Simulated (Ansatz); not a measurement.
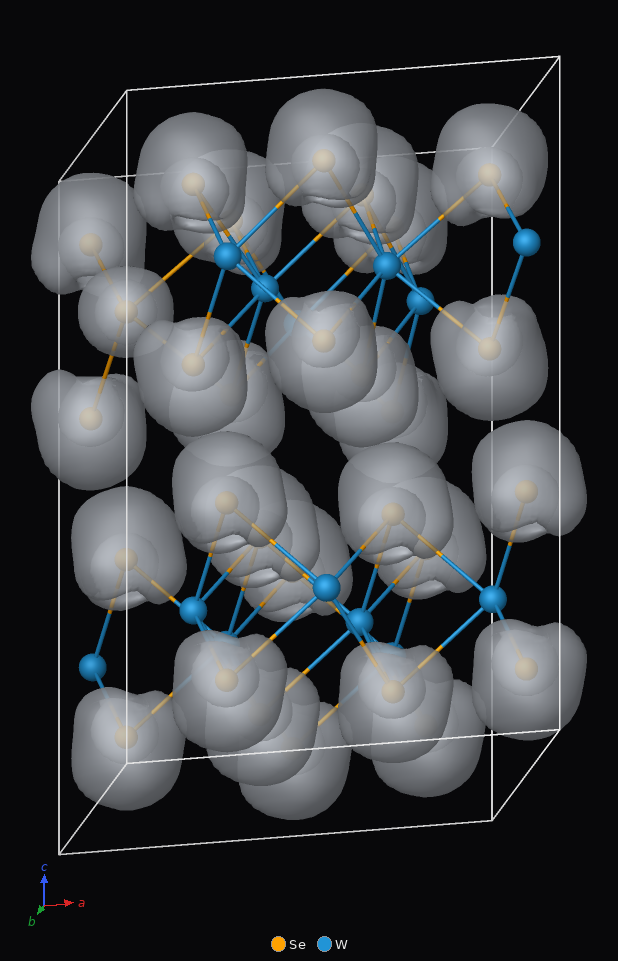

The picture shows: W₁₃Se₂₉ (cell with a defect). Isosurface of the electron localisation function at 0.7 (grey), seen at an oblique angle. Only the valence region is drawn (cores and ρ < 0.01 e/Å³ removed). Sticks mark near contacts.

Theory: DFT PBE+D3(BJ), scalar-relativistic, plane waves, PAW (Ansatz 0.2.0).

```
CELL_PARAMETERS angstrom
8.19754 -2.83971 0.00000
-6.55803 -5.67942 0.00000
0.00000 0.00000 -12.78851
ATOMIC_POSITIONS crystal
Se 0.09594 0.61968 0.74990
W 0.39322 0.47238 0.74996
W 0.95134 0.17732 0.74997
W 0.65123 0.32205 0.74997
W 0.24300 0.06415 0.74997
W 0.79804 0.76398 0.74998
W 0.53800 0.91729 0.74995
W 0.33368 0.66698 0.24993
W 0.61959 0.52407 0.24993
W 0.19098 0.23863 0.24993
W 0.90524 0.38138 0.24993
W 0.47644 0.09547 0.24993
W 0.04812 0.80986 0.24992
W 0.76234 0.95276 0.24993
Se 0.09565 0.61940 0.38191
Se 0.38175 0.47689 0.38171
Se 0.95280 0.19097 0.38164
Se 0.66710 0.33332 0.38170
Se 0.23818 0.04799 0.38171
Se 0.81012 0.76229 0.38162
Se 0.52411 0.90496 0.38164
Se 0.34631 0.66981 0.87918
Se 0.62608 0.52305 0.88387
Se 0.19225 0.24625 0.88388
Se 0.89563 0.36907 0.87917
Se 0.46909 0.08925 0.88391
Se 0.04551 0.81976 0.87919
Se 0.76244 0.95287 0.88690
Se 0.09568 0.61940 0.11794
Se 0.38174 0.47690 0.11815
Se 0.95279 0.19097 0.11821
Se 0.66711 0.33333 0.11815
Se 0.23817 0.04798 0.11814
Se 0.81013 0.76230 0.11823
Se 0.52410 0.90494 0.11822
Se 0.34633 0.66980 0.62072
Se 0.62608 0.52305 0.61608
Se 0.19225 0.24623 0.61605
Se 0.89563 0.36907 0.62075
Se 0.46907 0.08925 0.61603
Se 0.04551 0.81975 0.62075
Se 0.76247 0.95286 0.61302
```

**What do the ELF domains correspond to?**

The surface consists of 29 regions wrapped around Se (the valence shell of each), counted in one cell of 42 atoms. Any copies at cell faces, edges or corners count once.

Values along the shortest contacts:
W–Se (2.51 Å): the ELF is about 0.50 at the midpoint. Se–Se (2.59 Å): the ELF is about 0.55 at the midpoint.
